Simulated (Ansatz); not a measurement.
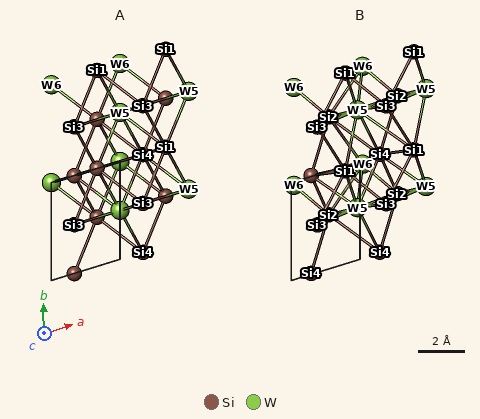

Two geometries of a crystal of Si$_{2}$W (set up in P1), drawn at one scale. One is the start of a relaxation, the other its converged end. A ball-and-stick model of the cell of the calculation, reduced to other axes, repeated 2 × 2 × 1 with one cell outlined, seen along the c axis. Lengths and directions refer to the drawn axes.

All numbers below come from DFT PBE, scalar-relativistic, plane waves, PAW (Ansatz). Set-up: plane-wave cutoff 420 eV; k-point mesh 12 × 12 × 12; occupations gaussian; smearing width 0.15 eV; no spin polarisation; cell and atoms relaxed; force threshold 0.01 eV/Å; at most 80 steps.

Question: Which geometry has the lower energy?

Answer: Structure A is the relaxed one. Case: a zone-boundary wave of random shape, sigma 0.15 Å; relaxed back. Over 5 accepted moves (6 points after the start) the energy falls by 583 meV per atom. The largest force component goes from 7.9 to 0.0014 eV/Å. Pressure: 20.75 GPa at the start and 0.00 GPa at the end. At 1 point the geometry stayed and the basis and grid were re-selected for the new cell (energy shift of less than 0.05 meV per atom at most each time). The largest moves, 0.40 Å, are those of Si1 and Si2. Si2 goes roughly along [3 −1 −1]. By element the largest moves are Si 0.40 Å, W 0.20 Å. The cell stays as it was. Near-neighbour distances that change, for instance: Si1–W5 3.121 → 2.628 Å, Si2–W6 2.150 → 2.628 Å, Si2–W6 (another image) 3.000 → 2.632 Å, Si2–Si3 2.991 → 2.642 Å. The space group (tolerance 0.01 Å) goes from P1 (No. 1) to I4/mmm (No. 139). Cost: 20 min on 2 threads of Intel(R) Xeon(R) Processor @ 2.50GHz (Skylake/Cascade Lake), with other jobs on the host, peak memory 1.8 GiB.
